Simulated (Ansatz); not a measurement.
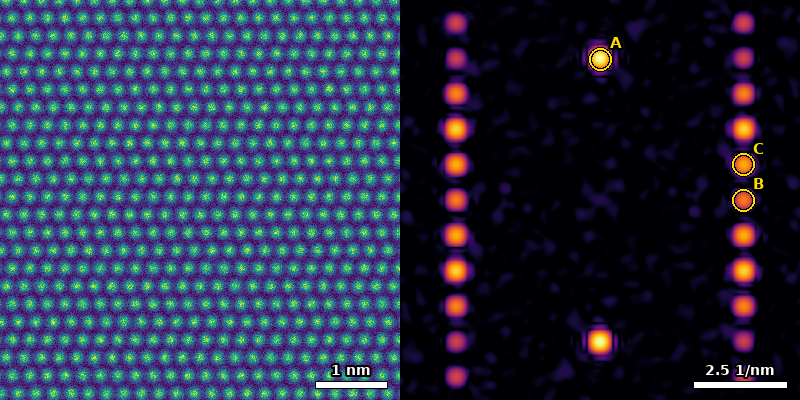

Z-contrast image of a crystal. Simulation: incoherent imaging, intensity Z^1.7 per atom, probe width 1.30 Å, thin sample. The display is stretched by a gamma of 0.8; percentages refer to the linear signal. Shot noise was added.

The right panel is the modulus of the image's Fourier transform on a logarithmic scale.

### Which lattice spacings do the marked spots stand for, and what angle do A and B enclose?

A: 2.6 Å, B: 2.5 Å, C: 2.5 Å; A and B enclose about 90°.

The crystal is Ta (P6_3/mmc, No. 194) along [100]; the spots are (0 0 -4), (0 -1 0) and (0 -1 -1). Structure: the end point of a relaxation with Ansatz 0.2.0, DFT, BLYP, plane waves (420 eV) with PAW, scalar-relativistic; the starting structure was generated, so it need not be a known form of this composition.
